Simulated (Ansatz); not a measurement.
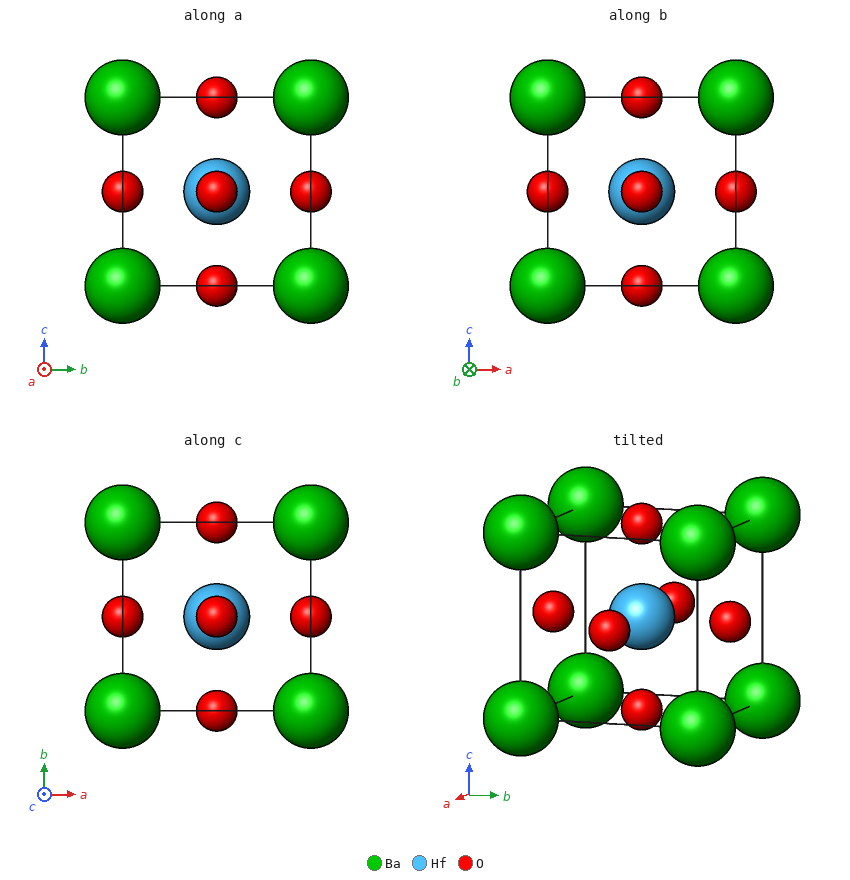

View along the a axis, along the b axis, along the c axis and slightly off an axis, drawn as a spheres-only model. The parallelepiped is the conventional unit cell.

Lattice parameters: a = 4.177 Å, b = 4.177 Å, c = 4.177 Å, α = 90.00°, β = 90.00°, γ = 90.00°. Put a along x and b in the xy plane.

Question: Give the structure in the form of a POSCAR file.

Answer:
```
Ba Hf O
1.0
     4.177    0.000    0.000
     0.000    4.177    0.000
     0.000    0.000    4.177
Ba Hf O
1 1 3
Direct
  0.0000 0.0000 0.0000
  0.5000 0.5000 0.5000
  0.5000 0.5000 0.0000
  0.5000 0.0000 0.5000
  0.0000 0.5000 0.5000
```

Its origin is a structure type filled with these elements by a generator (whether the compound takes this form wasn't checked). Earlier steps of the study, as a rule a relaxation of our own, may have changed the cell and positions, so they can lie some per cent off the listed ones. A calculation with Ansatz used it as input.
